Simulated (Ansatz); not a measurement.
**Geometry relaxation of Sn**

Sn (Pm-3m, 1 atom in the cell), computed with DFT, PBEsol, PAW with Ansatz's default frozen-core files, scalar-relativistic, no spin polarisation (Ansatz 0.2.0).

The structure was built on a prototype by a generator; it need not be a known phase. It belongs to a series of runs on one base structure; here: cell relaxed at zero pressure. Figures and captions count atoms from 1; the log counts them from 0 in places.

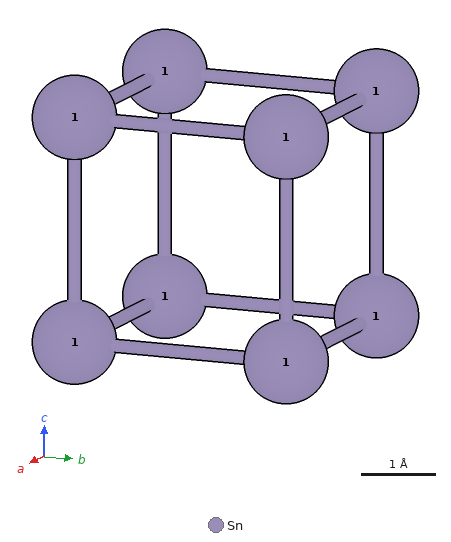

Figure 1. The starting structure (ball-and-stick view of the cell of the calculation, seen slightly off an axis; atoms are numbered from 1 in the order of the input). An atom can appear more than once, as a periodic image.

Input file:
```yaml
crystal:
  lattice:
    - [3.1154964611, 0.0, 0.0]
    - [0.0, 3.1154964611, 0.0]
    - [0.0, 0.0, 3.1154964611]
  atoms:
    - { symbol: Sn, position: [0.0, 0.0, 0.0] }
kpoints:
  mp_grid: { grid: [14, 14, 14] }
scf:
  occupations: { method: fermi_dirac, width: 0.1 }
hamiltonian:
  xc: pbesol
  pseudopotentials: { kind: paw }
output:
  forces: true
  stress: true
  write_density: true
  write_potential: true
  elf: true
  volumetric_format: npy
relax:
  f_tol: 0.005
  max_steps: 40
  cell: {}
```

Machine: 1 thread of Arm Neoverse V1, 24 GiB of memory available, shared host.

Run as:
```bash
ansatz run input.yaml --threads 1 --pin off --max-ram 2048MiB --backend cpu --events-out ev --progress --plain --runs-dir out
```

What the program printed:
```
Engine: ansatz 0.2.0, aarch64-unknown-linux-gnu
Pseudopotentials: kind: paw
Pseudopotential: Sn, paw, valence charge 14, recommended cutoff 420 eV (normal), Sn.paw.azcp
Functional definition: PBEsol
  exchange = pbesol_x
  correlation = pbesol_c
Crystal: 1 atoms, lattice volume = 30.240 Å³
Basis set: ecut = 420 eV, 619 PW (Γ), exchange–correlation on 48×48×48 points (8 copies of the dense FFT grid, shifted against one another)
Bands: 11, of which v1, the nominal top of the filled ones, is band 7 counted from 1 (6 counted from 0)
Symmetry: 48 space group operations
Space group: Pm-3m (ITA 221), of the structure as read, at distance tolerance 3.1e-5 Å
k-points: 120 of 2744
Non-local potential: Sn, projectors of the file, l = 0: 2, l = 1: 2, l = 2: 2, l = 3: 2
PAW form: soft (Blöchl's): semilocal exchange-correlation on the pseudo side does not see the compensation charge
PAW frozen core: Sn, regenerated for the run's functional, and the local potential with it (the file was generated under x = pbe(κ = 0.804, μ = 0.2195149727645171), c = pbe(β = 0.06672455060314922))
PAW one-centre angular grid: Sn, 590 points (default); XC on 64 Gauss nodes
Initial density: superposition of atomic densities (neutral atoms: chi_scale 0, normalization atom), corrected by the library's trained network
Initial wavefunctions: pseudopotential atomic-orbital guess
Functional: x = pbesol(κ = 0.804, μ = 0.12345679012345678), c = pbesol(β = 0.046)
SCF iter   1: F=—  HF=-5949.724606 eV  |F-HF|=—  |Δ(HF+E_count)|=         —  Δρ=2.48e-3  dr2=1.31e-3  ethr=1.77e-3  ⟨swp⟩=5.1  Hψ=7932  notcnv=0
preconditioner: auto → none  [metal: Δε(μ)=0.090 eV  Ē_g=22.819 eV  σ=0.100 eV  W_gap=0.22  n_scr=6 (ndim 8)  ℏωp=25.3 eV  f_vac=0.000  D(μ)=0.58/eV (n_scr^D=0)  sad-step TF]
SCF iter   2: F=—  HF=-5949.723375 eV  |F-HF|=—  |Δ(HF+E_count)|=   1.23e-3  Δρ=1.22e-3  dr2=3.88e-4  ethr=9.36e-6  ⟨swp⟩=2.5  Hψ=2810  notcnv=0
SCF iter   3: F=—  HF=-5949.723273 eV  |F-HF|=—  |Δ(HF+E_count)|=   1.02e-4  Δρ=1.96e-4  dr2=1.05e-5  ethr=2.77e-6  ⟨swp⟩=2.0  Hψ=2152  notcnv=0
SCF iter   4: F=—  HF=-5949.723269 eV  |F-HF|=—  |Δ(HF+E_count)|=   4.26e-6  Δρ=1.33e-4  dr2=3.97e-6  ethr=7.53e-8  ⟨swp⟩=2.0  Hψ=2162  notcnv=0
SCF iter   5: F=—  HF=-5949.723267 eV  |F-HF|=—  |Δ(HF+E_count)|=   2.36e-6  Δρ=4.16e-5  dr2=3.98e-7  ethr=2.83e-8  ⟨swp⟩=2.1  Hψ=1958  notcnv=0
SCF iter   6: F=-5949.723266 eV  HF=-5949.723266 eV  |F-HF|=1.19e-8  |Δ(HF+E_count)|=   2.67e-7  Δρ=6.64e-6  dr2=8.81e-9  ethr=7.14e-10  ⟨swp⟩=7.9  Hψ=7087  notcnv=0
SCF 1 converged in 6 iterations: F = -5949.723266 eV  dr2 = 8.81e-9
  greatest PAW one-centre occupation: 0.991 electrons in one spin orbital (limit 2), on the Sn atom at site 0 (counted from 0), in its partial waves of l = 2
relax step   1: F+E_penalty+E_count = -5949.72326628 eV  Δ(F+E_penalty+E_count) = +0.000e0 eV  max|allowed force component| = 0.000e0 eV/Å  Δτ_max = 0.0000 Å  P = -3.591 GPa  Ω = 30.240 Å³  (6 SCF iters, dr2 threshold 1.00e-7 eV, accepted)
Crystal: 1 atoms, lattice volume = 27.487 Å³
Basis set: ecut = 420 eV, 515 PW (Γ), exchange–correlation on 48×48×48 points (8 copies of the dense FFT grid, shifted against one another)
Initial density: handed on by an earlier stage of this run
Initial wavefunctions: those handed on with the density
iter 1 solved again at ethr=6.07e-6 eV; its pass at ethr=3.10e-3 eV (dr2=8.50e-4 eV) is discarded
SCF iter   1: F=—  HF=-5949.750839 eV  |F-HF|=—  |Δ(HF+E_count)|=         —  Δρ=2.07e-3  dr2=8.85e-4  ethr=6.07e-6  ⟨swp⟩=2.0  Hψ=11936  notcnv=0
preconditioner: auto → none  [metal: Δε(μ)=0.040 eV  Ē_g=23.314 eV  σ=0.100 eV  W_gap=0.10  n_scr=6 (ndim 8)  ℏωp=26.5 eV  f_vac=0.000  D(μ)=0.51/eV (n_scr^D=0)]
SCF iter   2: F=—  HF=-5949.750914 eV  |F-HF|=—  |Δ(HF+E_count)|=   7.45e-5  Δρ=1.10e-3  dr2=2.15e-4  ethr=6.07e-6  ⟨swp⟩=1.3  Hψ=1464  notcnv=0
SCF iter   3: F=—  HF=-5949.750974 eV  |F-HF|=—  |Δ(HF+E_count)|=   6.05e-5  Δρ=1.55e-4  dr2=6.28e-6  ethr=1.53e-6  ⟨swp⟩=1.0  Hψ=1320  notcnv=0
SCF iter   4: F=—  HF=-5949.750970 eV  |F-HF|=—  |Δ(HF+E_count)|=   3.96e-6  Δρ=1.48e-5  dr2=3.15e-8  ethr=7.14e-10  ⟨swp⟩=6.9  Hψ=7863  notcnv=0
SCF iter   5: F=-5949.750970 eV  HF=-5949.750970 eV  |F-HF|=5.45e-10  |Δ(HF+E_count)|=   6.04e-9  Δρ=1.70e-6  dr2=7.76e-10  ethr=2.25e-10  ⟨swp⟩=5.1  Hψ=6519  notcnv=0
SCF 2 converged in 5 iterations: F = -5949.750970 eV  dr2 = 7.76e-10
relax step   2: F+E_penalty+E_count = -5949.75097021 eV  Δ(F+E_penalty+E_count) = -2.770e-2 eV  max|allowed force component| = 0.000e0 eV/Å  Δτ_max = 0.0000 Å  P = +0.848 GPa  Ω = 27.487 Å³  energy of the carried Pulay correction = +4.608e-4 eV  (5 SCF iters, dr2 threshold 1.00e-7 eV, accepted)
Crystal: 1 atoms, lattice volume = 27.973 Å³
iter 1 solved again at ethr=2.00e-7 eV; its pass at ethr=3.10e-3 eV (dr2=2.79e-5 eV) is discarded
SCF iter   1: F=—  HF=-5949.751936 eV  |F-HF|=—  |Δ(HF+E_count)|=         —  Δρ=4.02e-4  dr2=3.43e-5  ethr=2.00e-7  ⟨swp⟩=2.8  Hψ=12181  notcnv=0
preconditioner: auto → none  [metal: Δε(μ)=0.055 eV  Ē_g=23.251 eV  σ=0.100 eV  W_gap=0.14  n_scr=6 (ndim 8)  ℏωp=26.3 eV  f_vac=0.000  D(μ)=0.52/eV (n_scr^D=0)]
SCF iter   2: F=—  HF=-5949.751941 eV  |F-HF|=—  |Δ(HF+E_count)|=   4.33e-6  Δρ=2.11e-4  dr2=8.33e-6  ethr=2.00e-7  ⟨swp⟩=1.9  Hψ=1915  notcnv=0
SCF iter   3: F=—  HF=-5949.751943 eV  |F-HF|=—  |Δ(HF+E_count)|=   2.56e-6  Δρ=2.74e-5  dr2=2.07e-7  ethr=5.95e-8  ⟨swp⟩=1.0  Hψ=1320  notcnv=0
SCF iter   4: F=-5949.751943 eV  HF=-5949.751943 eV  |F-HF|=2.25e-10  |Δ(HF+E_count)|=   1.05e-7  Δρ=2.84e-6  dr2=1.16e-9  ethr=7.14e-10  ⟨swp⟩=7.7  Hψ=7103  notcnv=0
SCF 3 converged in 4 iterations: F = -5949.751943 eV  dr2 = 1.16e-9
relax step   3: F+E_penalty+E_count = -5949.75194296 eV  Δ(F+E_penalty+E_count) = -9.728e-4 eV  max|allowed force component| = 0.000e0 eV/Å  Δτ_max = 0.0000 Å  P = -0.134 GPa  Ω = 27.973 Å³  energy of the carried Pulay correction = +3.762e-4 eV  (4 SCF iters, dr2 threshold 1.00e-7 eV, accepted)
Crystal: 1 atoms, lattice volume = 27.906 Å³
iter 1 solved again at ethr=6.79e-9 eV; its pass at ethr=3.10e-3 eV (dr2=9.51e-7 eV) is discarded
SCF iter   1: F=—  HF=-5949.751983 eV  |F-HF|=—  |Δ(HF+E_count)|=         —  Δρ=5.56e-5  dr2=6.56e-7  ethr=6.79e-9  ⟨swp⟩=3.0  Hψ=11273  notcnv=0
preconditioner: auto → none  [metal: Δε(μ)=0.053 eV  Ē_g=23.258 eV  σ=0.100 eV  W_gap=0.13  n_scr=6 (ndim 8)  ℏωp=26.3 eV  f_vac=0.000  D(μ)=0.52/eV (n_scr^D=0)]
SCF iter   2: F=—  HF=-5949.751984 eV  |F-HF|=—  |Δ(HF+E_count)|=   4.86e-7  Δρ=2.90e-5  dr2=1.58e-7  ethr=4.69e-9  ⟨swp⟩=1.0  Hψ=1320  notcnv=0
SCF iter   3: F=-5949.751984 eV  HF=-5949.751984 eV  |F-HF|=2.90e-9  |Δ(HF+E_count)|=   4.05e-8  Δρ=3.07e-6  dr2=2.60e-9  ethr=3.22e-10  ⟨swp⟩=7.0  Hψ=5887  notcnv=0
SCF 4 converged in 3 iterations: F = -5949.751984 eV  dr2 = 2.60e-9
relax step   4: F+E_penalty+E_count = -5949.75198374 eV  Δ(F+E_penalty+E_count) = -4.078e-5 eV  max|allowed force component| = 0.000e0 eV/Å  Δτ_max = 0.0000 Å  P = -0.004 GPa  Ω = 27.906 Å³  energy of the carried Pulay correction = +3.879e-4 eV  (3 SCF iters, dr2 threshold 4.51e-8 eV, accepted)
Initial wavefunctions: pseudopotential atomic-orbital guess (no wavefunctions were taken with the density)
iter 1 solved again at ethr=2.14e-7 eV; its pass at ethr=3.10e-3 eV (dr2=2.99e-5 eV) is discarded
SCF iter   1: F=—  HF=-5949.751618 eV  |F-HF|=—  |Δ(HF+E_count)|=         —  Δρ=7.05e-5  dr2=2.05e-7  ethr=2.14e-7  ⟨swp⟩=2.8  Hψ=11018  notcnv=0
preconditioner: auto → none  [metal: Δε(μ)=0.053 eV  Ē_g=23.259 eV  σ=0.100 eV  W_gap=0.13  n_scr=6 (ndim 8)  ℏωp=26.3 eV  f_vac=0.000  D(μ)=0.52/eV (n_scr^D=0)]
SCF iter   2: F=—  HF=-5949.751620 eV  |F-HF|=—  |Δ(HF+E_count)|=   1.55e-6  Δρ=3.31e-5  dr2=4.89e-8  ethr=1.46e-9  ⟨swp⟩=2.0  Hψ=2101  notcnv=0
SCF iter   3: F=—  HF=-5949.751620 eV  |F-HF|=—  |Δ(HF+E_count)|=   7.30e-8  Δρ=5.38e-6  dr2=1.41e-9  ethr=3.49e-10  ⟨swp⟩=2.0  Hψ=1597  notcnv=0
SCF iter   4: F=—  HF=-5949.751620 eV  |F-HF|=—  |Δ(HF+E_count)|=   2.56e-9  Δρ=8.50e-7  dr2=8.07e-11  ethr=1.01e-11  ⟨swp⟩=2.0  Hψ=2168  notcnv=0
SCF iter   5: F=-5949.751620 eV  HF=-5949.751620 eV  |F-HF|=4.55e-12  |Δ(HF+E_count)|=  3.27e-11  Δρ=3.25e-8  dr2=1.30e-13  ethr=1.00e-12  ⟨swp⟩=5.2  Hψ=4739  notcnv=0
SCF 5 converged in 5 iterations: F = -5949.751620 eV  dr2 = 1.30e-13
relax step   5: F+E_penalty+E_count = -5949.75161986 eV  Δ(F+E_penalty+E_count) = +3.639e-4 eV  max|allowed force component| = 0.000e0 eV/Å  Δτ_max = 0.0000 Å  P = -0.007 GPa  Ω = 27.906 Å³  stress off target by 7.40e-3 GPa  SCF on the basis re-selected at this cell (its energy is not comparable with the rows above)  (5 SCF iters)
```

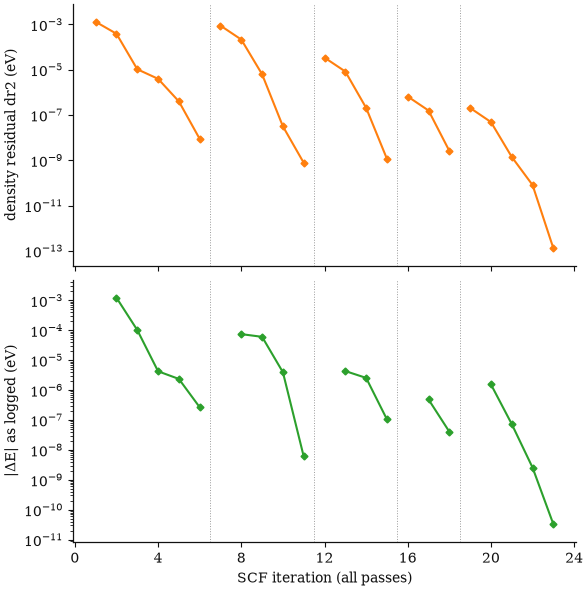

Figure 2. Convergence of the self-consistent field: density residual dr2 and size of the energy change against the SCF iteration. The dotted lines part the SCF passes of the relaxation: geometry steps, rejected trials and re-solves on a re-selected basis. The 5 passes take 3 to 6 iterations each, 23 in all.

```
basis re-selected at this cell: Δ(F+E_penalty+E_count) = +3.639e-4 eV, ΔP = -0.004 GPa vs the last step (what re-selecting the basis moved, of the pressure what is left beyond the Pulay correction that the steps carried, after the strain that the cell walked since its last selection, with what the two solves' SCF thresholds leave and, on support functions, any second-order correction that the steps lacked; it is no measure of the basis error at this ecutwfc). This SCF's stress stands 7.40e-3 GPa from its target on what of the cell is left free (relax.cell.stress_tol is 5.00e-2 GPa) and its largest allowed force component is 0.00e0 eV/Å (relax.f_tol is 5.00e-3 eV/Å): within both
SCF converged after 5 iterations
Free energy (F): -5949.751620 eV
Harris-Foulkes:  -5949.751620 eV  (|F-HF|=4.55e-12)
Internal energy: -5949.734201 eV  (E = F + TS)
E sigma→0 (E₀):  -5949.742910 eV
Entropy (-TS):   -0.017419 eV (-17.419 meV/atom)
Fermi energy:    10.025526 eV
--- Per-component energies (eV) ---
  E_band       = -89.578031
  E_kinetic    = 187.218686
  E_local      = -889.991211  (includes V_loc(G=0)·N_el)
  E_nonlocal   = -30.530203
  E_hartree    = 547.686677
  E_xc         = -379.362729
  E_vxc        = -97.072348  (∫ρ·V_xc dr)
  E_paw        = -4065.008338  (= ΣΔE_a)
  E_vpaw       = -354.576315  (= ΣTr[D̂ρ^β])
  E_aug_tail   = -0.000000  (compensation charges beyond the density's cutoff)
  E_ewald      = -1320.031923
  E_core_change = 0.284840  (= ΣΔE_core)
  E_smearing   = -0.017419  (= −TS)
  E_closure    = -0.000000  (closes the sum)
  Σ components = -5949.751620   (vs F -5949.751620, Δ=0.00e0)
--- Forces (eV/Å), atoms counted from 1 ---
  atom   1  Sn    -0.00000000     0.00000000     0.00000000
  max |Σ_I F_I| component: 6.16e-33 eV/Å
--- Stress (GPa, compression-positive) ---
       -0.007397       0.000000      -0.000000
        0.000000      -0.007397       0.000000
       -0.000000       0.000000      -0.007397
  P = ⅓ Tr σ = -0.0074 GPa (-0.074 kbar)
--- Band table (eV; the first three rows and the last of 120) ---
  k-point 0: bands = ["-11.4818", "-11.4818", "-11.0529", "-11.0529", "-11.0529", "-0.9057", "15.5373", "15.5373", "15.5373", "18.8776", "18.8776"]
  k-point 1: bands = ["-11.4807", "-11.4651", "-11.0585", "-11.0585", "-11.0524", "-0.8217", "14.4193", "15.6280", "15.6280", "18.9386", "19.5222"]
  k-point 2: bands = ["-11.4777", "-11.4184", "-11.0741", "-11.0741", "-11.0511", "-0.5697", "12.5102", "15.8953", "15.8953", "19.1225", "19.9154"]
  k-point 119: bands = ["-11.2979", "-11.2979", "-11.2979", "-10.9100", "-10.9100", "9.5530", "10.2530", "10.2530", "10.2530", "15.9727", "15.9727"]
--- Relaxed structure (4 steps of the walk, 4 accepted, 1 SCFs on fresh bases) ---
  F+E_penalty+E_count = -5949.75161986 eV   max|allowed force component| = 0.000e0 eV/Å   (the final SCF, on the basis selected at the relaxed cell)
  cell:  # Å, volume = 27.9058 Å³
    - [3.0331809074526945, -2.6481536735324493e-34, 2.6481536735324493e-34]
    - [-2.6481536735324493e-34, 3.033180907452695, 0.0]
    - [5.216060266048763e-34, 0.0, 3.033180907452695]
  atoms:
    - { symbol: Sn, position: [0.0, 0.0, 0.0] }
```

File rho_z.tsv:
```
# z_ang	rho[e/angstrom^3]
# format = ansatz-planar-average/11
# lattice	3.033180907	-0.000000000	0.000000000
# lattice	-0.000000000	3.033180907	0.000000000
# lattice	0.000000000	0.000000000	3.033180907
# sites	1
# site	50	0.000000000	0.000000000	0.000000000
0.000000	1.431844e0
0.126383	1.344334e0
0.252765	1.119154e0
0.379148	8.411482e-1
0.505530	5.886003e-1
0.631913	3.998967e-1
0.758295	2.759868e-1
0.884678	2.000740e-1
1.011060	1.541163e-1
1.137443	1.257553e-1
1.263825	1.083937e-1
1.390208	9.891579e-2
1.516590	9.590011e-2
1.642973	9.891579e-2
1.769356	1.083937e-1
1.895738	1.257553e-1
2.022121	1.541163e-1
2.148503	2.000740e-1
2.274886	2.759868e-1
2.401268	3.998967e-1
2.527651	5.886003e-1
2.654033	8.411482e-1
2.780416	1.119154e0
2.906798	1.344334e0
```

File v_z.tsv:
```
# z_ang	v_es[eV]	v_tot[eV]
# format = ansatz-planar-average/11
# xc	pbesol
# density_cutoff_ev	1680
# datasets	Sn=:simpson_from_first_knot:soft:shift=-491537
# lattice	3.033180907	-0.000000000	0.000000000
# lattice	-0.000000000	3.033180907	0.000000000
# lattice	0.000000000	0.000000000	3.033180907
# sites	1
# site	50	0.000000000	0.000000000	0.000000000
0.000000	7.602669e0	-6.986879e0
0.126383	7.289984e0	-7.080260e0
0.252765	6.502452e0	-7.249932e0
0.379148	5.627296e0	-7.213595e0
0.505530	5.133574e0	-6.645046e0
0.631913	5.379103e0	-5.332250e0
0.758295	6.448987e0	-3.313454e0
0.884678	8.073929e0	-9.370901e-1
1.011060	9.732306e0	1.282112e0
1.137443	1.097119e1	2.934696e0
1.263825	1.173155e1	3.961946e0
1.390208	1.215842e1	4.517674e0
1.516590	1.229738e1	4.691915e0
1.642973	1.215842e1	4.517674e0
1.769356	1.173155e1	3.961946e0
1.895738	1.097119e1	2.934696e0
2.022121	9.732306e0	1.282112e0
2.148503	8.073929e0	-9.370901e-1
2.274886	6.448987e0	-3.313454e0
2.401268	5.379103e0	-5.332250e0
2.527651	5.133574e0	-6.645046e0
2.654033	5.627296e0	-7.213595e0
2.780416	6.502452e0	-7.249932e0
2.906798	7.289984e0	-7.080260e0
```

Trajectory as extended XYZ (Å, eV, eV/Å), 5 frames, from step=1 to step=5:
```
1
Lattice="3.1155 0.0000 0.0000 0.0000 3.1155 0.0000 0.0000 0.0000 3.1155" Properties=species:S:1:pos:R:3:forces:R:3 step=1 energy=-5949.72327 pressure_GPa=-3.59
Sn    0.0000    0.0000    0.0000    0.0000   0.0000   0.0000
1
Lattice="3.0179 0.0000 0.0000 0.0000 3.0179 0.0000 0.0000 0.0000 3.0179" Properties=species:S:1:pos:R:3:forces:R:3 step=2 energy=-5949.75097 pressure_GPa=0.85
Sn    0.0000    0.0000    0.0000    0.0000   0.0000   0.0000
1
Lattice="3.0356 0.0000 0.0000 0.0000 3.0356 0.0000 0.0000 0.0000 3.0356" Properties=species:S:1:pos:R:3:forces:R:3 step=3 energy=-5949.75194 pressure_GPa=-0.13
Sn    0.0000    0.0000    0.0000    0.0000   0.0000   0.0000
1
Lattice="3.0332 0.0000 0.0000 0.0000 3.0332 0.0000 0.0000 0.0000 3.0332" Properties=species:S:1:pos:R:3:forces:R:3 step=4 energy=-5949.75198 pressure_GPa=-0.00
Sn    0.0000    0.0000    0.0000    0.0000   0.0000   0.0000
1
Lattice="3.0332 0.0000 0.0000 0.0000 3.0332 0.0000 0.0000 0.0000 3.0332" Properties=species:S:1:pos:R:3:forces:R:3 step=5 energy=-5949.75162 pressure_GPa=-0.01
Sn    0.0000    0.0000    0.0000    0.0000   0.0000   0.0000
```

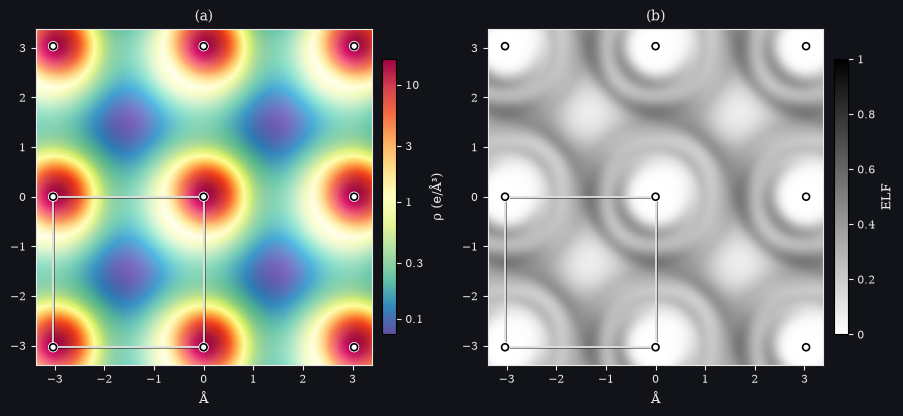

Figure 3. (a) valence electron density; (b) ELF on the (001) plane of the conventional cell. Circles mark the nuclei in the plane (Sn). The section cuts through Sn sites. Sn–Sn (3.03 Å): the density is about 0.24 e/Å³ at the midpoint; the ELF is about 0.50 at the midpoint, which marks metallic bonding. Away from the nuclei the density in this plane falls to 0.07 e/Å³ at its lowest. In a PAW calculation such maps are meaningful between the atoms, not at the nuclei.

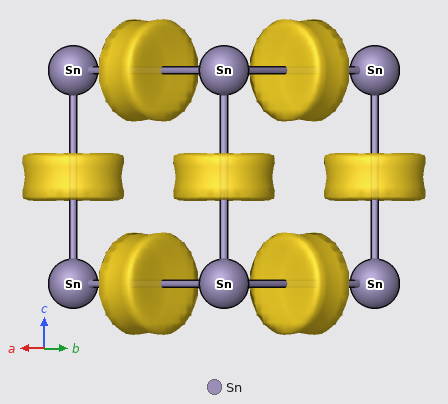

Figure 4. Isosurface of the electron localisation function at 0.4 (yellow), seen along [110]. Core shells and regions of very low density are left out. Sticks mark near contacts. The outline is the cell set on symmetry axes. The ELF exceeds this value in three regions between bonded Sn–Sn atoms (shared pairs), counted in one cell of 1 atoms. Along the contacts the grid gives the following. Sn–Sn (3.03 Å): the ELF is about 0.50 at the midpoint, as expected for nearly free electrons, as in a simple metal.

Results in brief:

```tsv
quantity	value
outcome	converged
space group (tolerance 0.01 Å)	Pm-3m (221)
electrons treated	14
free energy	−5949.7516 eV
Fermi energy	10.026 eV
pressure	−0.01 GPa
final volume	27.91 Å³
largest force (length of the vector) at the end	under 0.001 eV/Å
final cell	a = 3.033 Å, b = 3.033 Å, c = 3.033 Å, α = 90.00°, β = 90.00°, γ = 90.00°
wall time	13 s
peak memory	0.33 GiB
```
